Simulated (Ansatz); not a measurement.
## Ti: a changed input and its effect

System: Ti (P-3m1, 6 atoms in the cell).
Method of run A: DFT PBEsol, scalar-relativistic, plane waves, PAW, no spin polarisation (Ansatz 0.2.0).

The structure derives from an entry of the Crystallography Open Database. Text and figures count atoms from 1; the logs count them from 0 in places.

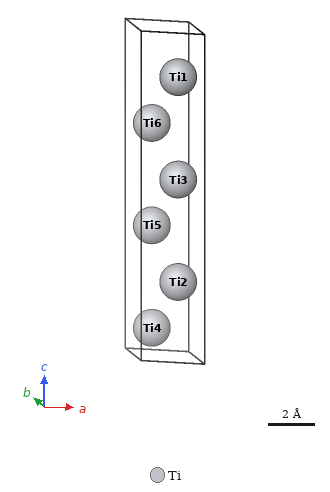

The input geometry (spheres-only view of the cell of the calculation, set on other vectors, seen slightly off an axis; atoms are numbered from 1 in the order of the input). An atom can appear more than once, as a periodic image.

Input file, run A:
```yaml
crystal:
  lattice:
    - [-2.9004352003, 0.0, 0.0]
    - [-1.4502176001, -2.5118505655, 0.0]
    - [0.0, 0.0, 14.7729713403]
  atoms:
    - { symbol: Ti, position: [0.3333333333, 0.3333333333, 0.8546319483] }
    - { symbol: Ti, position: [0.3333333333, 0.3333333333, 0.2330927411] }
    - { symbol: Ti, position: [0.3333333333, 0.3333333333, 0.5438623447] }
    - { symbol: Ti, position: [0.6666666667, 0.6666666667, 0.0777079394] }
    - { symbol: Ti, position: [0.6666666667, 0.6666666667, 0.3884775429] }
    - { symbol: Ti, position: [0.6666666667, 0.6666666667, 0.6992471465] }
basis:
  ecutwfc: 420
kpoints:
  mp_grid: { grid: [23, 23, 5] }
hamiltonian:
  xc: pbesol
scf:
  occupations: { method: gaussian, width: 0.15 }
output:
  forces: true
  stress: true
  eigenvalues: true
```

Command:
```bash
ansatz run input.yaml --threads 2 --pin off --max-ram 5120MiB --backend cpu --events-out ev --progress --plain --runs-dir out
```

Hardware: 2 threads of Intel Xeon @ 2.50GHz (Skylake/Cascade Lake), 32 GiB of memory available, shared host.

Output, shortened to warnings, some set-up lines, iterations and results (run A):
```
Basis set: ecut = 420 eV, 2089 PW (Γ), exchange–correlation on 40×40×200 points (8 copies of the dense FFT grid, shifted against one another)
Symmetry: 12 space group operations
k-points: 256 of 2645
Initial density: superposition of atomic densities (neutral atoms: chi_scale 0, normalization atom), corrected by the library's trained network
[...]
SCF iter   1: F=—  HF=-14842.697459 eV  |F-HF|=—  |Δ(HF+E_count)|=         —  Δρ=1.34e-2  dr2=2.90e0  ethr=1.77e-3  ⟨swp⟩=6.3  Hψ=45871  notcnv=0
SCF iter   2: F=—  HF=-14842.655894 eV  |F-HF|=—  |Δ(HF+E_count)|=   4.16e-2  Δρ=5.87e-3  dr2=6.46e-1  ethr=1.77e-3  ⟨swp⟩=1.4  Hψ=13481  notcnv=0  defer=2
SCF iter   3: F=—  HF=-14842.644686 eV  |F-HF|=—  |Δ(HF+E_count)|=   1.12e-2  Δρ=1.23e-3  dr2=2.07e-3  ethr=8.98e-4  ⟨swp⟩=1.0  Hψ=11206  notcnv=0  defer=2
SCF iter   4: F=—  HF=-14842.644559 eV  |F-HF|=—  |Δ(HF+E_count)|=   1.27e-4  Δρ=3.18e-4  dr2=8.88e-4  ethr=2.88e-6  ⟨swp⟩=2.0  Hψ=13945  notcnv=0  defer=2
SCF iter   5: F=—  HF=-14842.644501 eV  |F-HF|=—  |Δ(HF+E_count)|=   5.81e-5  Δρ=1.05e-4  dr2=5.80e-5  ethr=1.23e-6  ⟨swp⟩=1.2  Hψ=11251  notcnv=0  defer=2
SCF iter   6: F=—  HF=-14842.644478 eV  |F-HF|=—  |Δ(HF+E_count)|=   2.32e-5  Δρ=3.01e-5  dr2=1.93e-6  ethr=8.06e-8  ⟨swp⟩=2.0  Hψ=12762  notcnv=0  defer=53
SCF iter   7: F=—  HF=-14842.644477 eV  |F-HF|=—  |Δ(HF+E_count)|=   3.61e-7  Δρ=9.84e-6  dr2=2.02e-7  ethr=2.68e-9  ⟨swp⟩=2.1  Hψ=15656  notcnv=0  defer=53
SCF iter   8: F=-14842.644477 eV  HF=-14842.644477 eV  |F-HF|=7.93e-9  |Δ(HF+E_count)|=   3.43e-8  Δρ=3.03e-6  dr2=1.17e-8  ethr=1.39e-10  ⟨swp⟩=7.1  Hψ=39982  notcnv=0
SCF 1 converged in 8 iterations: F = -14842.644477 eV  dr2 = 1.17e-8
SCF converged after 8 iterations
Free energy (F): -14842.644477 eV
Harris-Foulkes:  -14842.644477 eV  (|F-HF|=7.93e-9)
Internal energy: -14842.565227 eV  (E = F + TS)
E sigma→0 (E₀):  -14842.604852 eV
Entropy (-TS):   -0.079251 eV (-13.208 meV/atom)
Fermi energy:    12.734064 eV
--- Per-component energies (eV) ---
  E_band       = -983.089287
  E_kinetic    = 1633.034927
  E_local      = -5683.659725  (includes V_loc(G=0)·N_el)
  E_nonlocal   = 57.110837
  E_hartree    = 2380.696649
  E_xc         = -579.130653
  E_vxc        = -727.595284  (∫ρ·V_xc dr)
  E_paw        = -6135.149874  (= ΣΔE_a)
  E_vpaw       = -1023.375450  (= ΣTr[D̂ρ^β])
  E_aug_tail   = 0.000648  (compensation charges beyond the density's cutoff)
  E_ewald      = -6516.304341
  E_core_change = 0.836306  (= ΣΔE_core)
  E_smearing   = -0.079251  (= −TS)
  E_closure    = 0.000000  (closes the sum)
  Σ components = -14842.644477   (vs F -14842.644477, Δ=0.00e0)
--- Forces (eV/Å), atoms counted from 1 ---
  atom   1  Ti    -0.00000000     0.00000000     0.76760200
  atom   2  Ti    -0.00000000     0.00000000    -0.28654223
  atom   3  Ti    -0.00000000     0.00000000     0.05871561
  atom   4  Ti     0.00000000    -0.00000000    -0.76760200
  atom   5  Ti     0.00000000    -0.00000000    -0.05871561
  atom   6  Ti    -0.00000000    -0.00000000     0.28654223
  max |Σ_I F_I| component: 1.11e-16 eV/Å
--- Stress (GPa, compression-positive) ---
       -2.116823       0.000000      -0.000000
       -0.000000      -2.116823       0.000000
        0.000000       0.000000      -6.816565
  P = ⅓ Tr σ = -3.6834 GPa (-36.834 kbar)
```

The input of run B differs as follows (lines with − go, lines with + come):
```diff
-    - [0.0, 0.0, 14.7729713403]
+    - [0.0, 0.0, 15.7729713403]
-    - { symbol: Ti, position: [0.3333333333, 0.3333333333, 0.8546319483] }
-    - { symbol: Ti, position: [0.3333333333, 0.3333333333, 0.2330927411] }
-    - { symbol: Ti, position: [0.3333333333, 0.3333333333, 0.5438623447] }
-    - { symbol: Ti, position: [0.6666666667, 0.6666666667, 0.0777079394] }
-    - { symbol: Ti, position: [0.6666666667, 0.6666666667, 0.3884775429] }
-    - { symbol: Ti, position: [0.6666666667, 0.6666666667, 0.6992471465] }
+    - { symbol: Ti, position: [0.3333333333, 0.3333333333, 0.8004486286] }
+    - { symbol: Ti, position: [0.3333333333, 0.3333333333, 0.2183147557] }
+    - { symbol: Ti, position: [0.3333333333, 0.3333333333, 0.5093816921] }
+    - { symbol: Ti, position: [0.6666666667, 0.6666666667, 0.0727812875] }
+    - { symbol: Ti, position: [0.6666666667, 0.6666666667, 0.3638482239] }
+    - { symbol: Ti, position: [0.6666666667, 0.6666666667, 0.6549151604] }
```

What does this change do to the results?

With the same functional and potentials, run B lies 136.2 meV per atom higher. The pressure goes from −3.68 to −3.26 GPa. The largest force goes from 0.768 to 0.438 eV/Å. The volume per atom goes from 17.94 to 19.15 Å³. The SCF takes 9 iterations against 8. The plane waves at Γ go from 2089 to 2237.

Output, shortened to warnings, some set-up lines, iterations and results (run B):
```
Basis set: ecut = 420 eV, 2237 PW (Γ), exchange–correlation on 40×40×216 points (8 copies of the dense FFT grid, shifted against one another)
Symmetry: 12 space group operations
k-points: 256 of 2645
Initial density: superposition of atomic densities (neutral atoms: chi_scale 0, normalization atom), corrected by the library's trained network
[...]
SCF iter   1: F=—  HF=-14841.857274 eV  |F-HF|=—  |Δ(HF+E_count)|=         —  Δρ=1.05e-2  dr2=1.51e0  ethr=1.77e-3  ⟨swp⟩=7.0  Hψ=46511  notcnv=0
SCF iter   2: F=—  HF=-14841.833101 eV  |F-HF|=—  |Δ(HF+E_count)|=   2.42e-2  Δρ=4.68e-3  dr2=2.83e-1  ethr=1.77e-3  ⟨swp⟩=1.1  Hψ=13361  notcnv=0  defer=1
SCF iter   3: F=—  HF=-14841.827270 eV  |F-HF|=—  |Δ(HF+E_count)|=   5.83e-3  Δρ=7.27e-4  dr2=9.16e-4  ethr=3.92e-4  ⟨swp⟩=1.0  Hψ=11195  notcnv=0  defer=1
SCF iter   4: F=—  HF=-14841.827435 eV  |F-HF|=—  |Δ(HF+E_count)|=   1.65e-4  Δρ=2.15e-4  dr2=1.76e-4  ethr=1.27e-6  ⟨swp⟩=2.3  Hψ=14868  notcnv=0  defer=1
SCF iter   5: F=—  HF=-14841.827427 eV  |F-HF|=—  |Δ(HF+E_count)|=   7.69e-6  Δρ=7.29e-5  dr2=1.47e-5  ethr=2.44e-7  ⟨swp⟩=1.1  Hψ=11215  notcnv=0  defer=1
SCF iter   6: F=—  HF=-14841.827417 eV  |F-HF|=—  |Δ(HF+E_count)|=   1.07e-5  Δρ=2.98e-5  dr2=3.16e-6  ethr=2.05e-8  ⟨swp⟩=2.0  Hψ=13826  notcnv=0  defer=37
SCF iter   7: F=—  HF=-14841.827416 eV  |F-HF|=—  |Δ(HF+E_count)|=   2.78e-7  Δρ=1.34e-5  dr2=1.46e-6  ethr=4.39e-9  ⟨swp⟩=2.0  Hψ=13665  notcnv=0  defer=37
SCF iter   8: F=—  HF=-14841.827416 eV  |F-HF|=—  |Δ(HF+E_count)|=   6.58e-8  Δρ=3.76e-6  dr2=1.03e-7  ethr=2.03e-9  ⟨swp⟩=1.0  Hψ=11197  notcnv=0  defer=37
SCF iter   9: F=-14841.827416 eV  HF=-14841.827416 eV  |F-HF|=6.17e-9  |Δ(HF+E_count)|=   9.96e-9  Δρ=1.47e-6  dr2=9.19e-9  ethr=1.39e-10  ⟨swp⟩=6.9  Hψ=35780  notcnv=0
SCF 1 converged in 9 iterations: F = -14841.827416 eV  dr2 = 9.19e-9
SCF converged after 9 iterations
Free energy (F): -14841.827416 eV
Harris-Foulkes:  -14841.827416 eV  (|F-HF|=6.17e-9)
Internal energy: -14841.726623 eV  (E = F + TS)
E sigma→0 (E₀):  -14841.777020 eV
Entropy (-TS):   -0.100793 eV (-16.799 meV/atom)
Fermi energy:    11.685694 eV
--- Per-component energies (eV) ---
  E_band       = -1056.871635
  E_kinetic    = 1633.201668
  E_local      = -7848.059374  (includes V_loc(G=0)·N_el)
  E_nonlocal   = 58.110278
  E_hartree    = 3425.372654
  E_xc         = -578.449862
  E_vxc        = -726.700480  (∫ρ·V_xc dr)
  E_paw        = -6135.629762  (= ΣΔE_a)
  E_vpaw       = -1024.174202  (= ΣTr[D̂ρ^β])
  E_aug_tail   = 0.000625  (compensation charges beyond the density's cutoff)
  E_ewald      = -5397.109155
  E_core_change = 0.836306  (= ΣΔE_core)
  E_smearing   = -0.100793  (= −TS)
  E_closure    = -0.000000  (closes the sum)
  Σ components = -14841.827416   (vs F -14841.827416, Δ=0.00e0)
--- Forces (eV/Å), atoms counted from 1 ---
  atom   1  Ti     0.00000000    -0.00000000     0.12672609
  atom   2  Ti     0.00000000    -0.00000000    -0.43772031
  atom   3  Ti    -0.00000000    -0.00000000     0.02848970
  atom   4  Ti     0.00000000     0.00000000    -0.12672609
  atom   5  Ti     0.00000000     0.00000000    -0.02848970
  atom   6  Ti     0.00000000     0.00000000     0.43772031
  max |Σ_I F_I| component: 1.48e-16 eV/Å
--- Stress (GPa, compression-positive) ---
       -2.188238       0.000000      -0.000000
        0.000000      -2.188238       0.000000
       -0.000000       0.000000      -5.403888
  P = ⅓ Tr σ = -3.2601 GPa (-32.601 kbar)
```

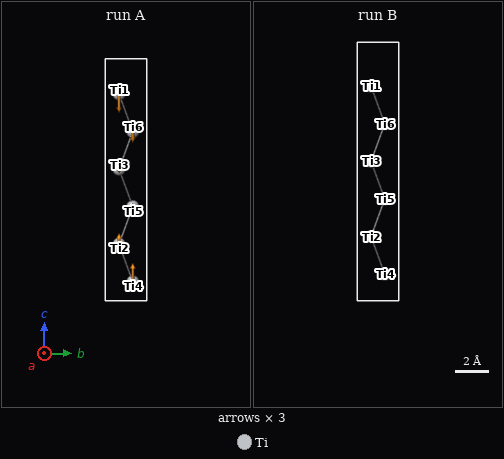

The two input geometries at one scale (ball-and-stick view of the cell of the calculation, set on other vectors, along the a axis). The orange arrows on the first give the shifts of the atoms relative to the cell, with their mean removed, magnified 3 times. The largest moves relative to the cell, 0.39 Å, are those of Ti1 and Ti4. (The mean shift of all atoms is removed.) Cell: a = b stay at 2.900 Å, c 14.773 → 15.773 Å (+6.8 %). Volume +6.8 %.

The two runs side by side:

```tsv
quantity	run A	run B
outcome	converged	converged
free energy per atom (eV)	−2473.7741	−2473.6379
energy per atom, smearing taken to zero (eV)	−2473.7675	−2473.6295
gap on the mesh (eV)	0.00	0.00
pressure (GPa)	−3.68	−3.26
volume per atom (Å³)	17.94	19.15
largest force (eV/Å)	0.768	0.438
SCF iterations	8	9
irreducible k-points	256	256
plane waves at Γ	2089	2237
wall time (shared host)	31 s	36 s
```
